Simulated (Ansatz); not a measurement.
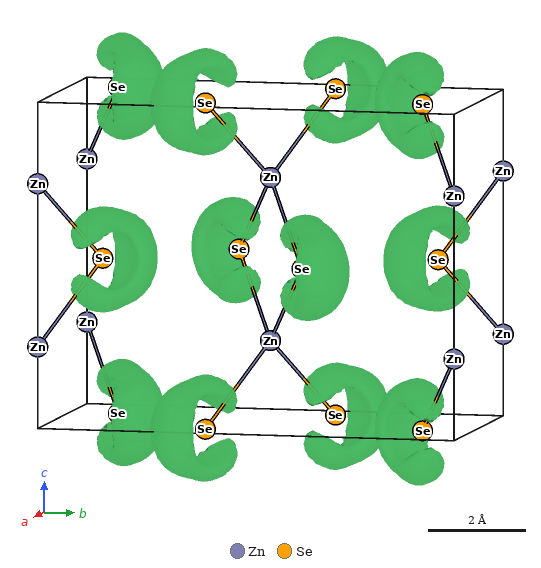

Figure 1: ZnSe₂. Isosurface of the electron localisation function at 0.8 (green), seen slightly off an axis. Core shells and regions of very low density are left out. Sticks mark near contacts.

Space group Ibam; a structure from a database of computed crystals, not necessarily the ambient phase; started from the SiS2-72 prototype, which need not be the ambient phase.

Theory: DFT, PBEsol, plane waves, PAW (Ansatz 0.2.0).

In a PAW calculation such maps are meaningful between the atoms, not at the nuclei.

Q: What do the ELF domains correspond to?

A: At this value the surface marks out eight regions wrapped around Se (the valence shell of each), counted in one cell of 12 atoms. Regions shared between cells count once. Profiles from the grid: Se–Se (2.47 Å): the ELF peaks at about 0.70 between the atoms. Zn–Se (2.47 Å): the ELF is about 0.60 at the midpoint.

Q: Does the calculation give a band gap?

A: It is gapped, with a Kohn–Sham gap of 0.59 eV on the k-point mesh, an upper bound to the gap of this method.
